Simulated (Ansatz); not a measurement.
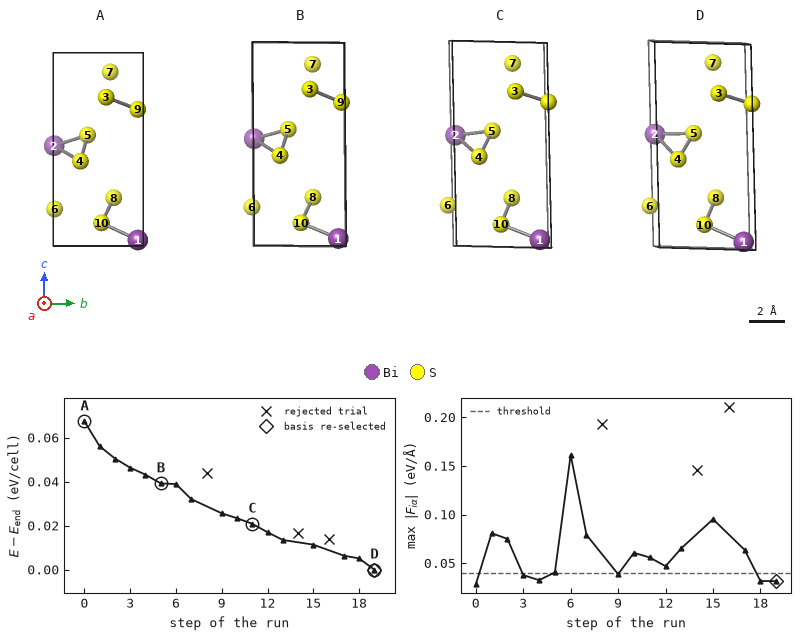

Frames of a relaxation of solid BiS₄ (a generated structure, set up in P1) (coarse preliminary run), marked on the history of the run. A ball-and-stick model of the cell of the calculation, seen along the a axis.

Method: Ansatz, DFT PBE, scalar-relativistic, plane waves, PAW. Set-up: plane-wave cutoff 420 eV; k-point mesh 4 × 4 × 2; occupations gaussian; smearing width 0.1 eV; no spin polarisation; cell and atoms relaxed; force threshold 0.04 eV/Å; at most 70 steps.

Q: What happens along the run?

A: The largest move relative to the cell is that of Bi1, 0.58 Å roughly along [−2 −1 0]. By element the largest moves are Bi 0.58 Å, S 0.49 Å. The drawn cell changes as follows: a 4.900 → 4.483 Å (−8.5 %), b 5.281 → 5.685 Å (+7.6 %), c 11.361 → 12.074 Å (+6.3 %), α 89.9° → 92.9°, β 87.0° → 89.7°, γ 88.0° → 79.8°; the volume changes by +3.1 %. Among the contacts that change: Bi2–S4 3.454 → 3.134 Å, Bi1–S6 3.534 → 3.253 Å, Bi2–S9 2.612 → 2.673 Å, Bi1–S6 (another image) 2.657 → 2.688 Å. Bond angles that change, for instance: Bi2–S5–S4 94.0° → 82.8°, S5–Bi2–S9 105.0° → 114.1°, Bi2–S4–S5 109.6° → 101.2°. The space group stays P1 (No. 1). Over 15 accepted moves (19 points after the start) the energy falls by 67.4 meV per cell of the calculation. Largest force component: 0.028 eV/Å at the start, 0.032 eV/Å at the end. The pressure goes from 0.26 to 0.06 GPa. The line search rejected the trial steps at points 8, 14, 16 of the run. The SCF was repeated once at an unchanged geometry on a basis and grid sized afresh for the cell, which shifted the energy by 5.1 meV per cell of the calculation at most. From step 0 to 5: S atoms move most (0.20 Å), volume +6.4 %, energy −28.2 meV per cell of the calculation. From step 5 to 11: Bi2 moves most (0.34 Å), volume −0.6 %, energy −18.4 meV per cell of the calculation. From step 11 to 19: S4 moves most (0.26 Å), volume −2.5 %, energy −20.8 meV per cell of the calculation.

```tsv
step	E − E(0), meV/atom	largest force component, eV/Å	pressure, GPa	volume, Å³/atom	note
0	0.00	0.0281	0.26	29.343	
1	-1.13	0.0808	0.01	30.240	
2	-1.68	0.0750	-0.05	30.794	
3	-2.10	0.0378	-0.03	30.985	
4	-2.42	0.0325	0.01	31.115	
5	-2.82	0.0405	-0.01	31.232	
6	-2.85	0.1613	-0.08	31.384	
7	-3.53	0.0791	0.04	31.201	
8	-2.37	0.1930	-0.18	30.973	rejected
9	-4.18	0.0387	0.05	31.090	
10	-4.40	0.0606	-0.08	31.070	
11	-4.65	0.0558	-0.04	31.032	
12	-5.04	0.0469	-0.01	30.912	
13	-5.39	0.0653	0.02	30.750	
14	-5.06	0.1454	0.06	30.436	rejected
15	-5.60	0.0952	0.02	30.564	
16	-5.35	0.2109	0.07	30.347	rejected
17	-6.10	0.0637	-0.08	30.381	
18	-6.23	0.0317	0.03	30.244	
19	-6.74	0.0315	0.06	30.244	same geometry, new basis
```
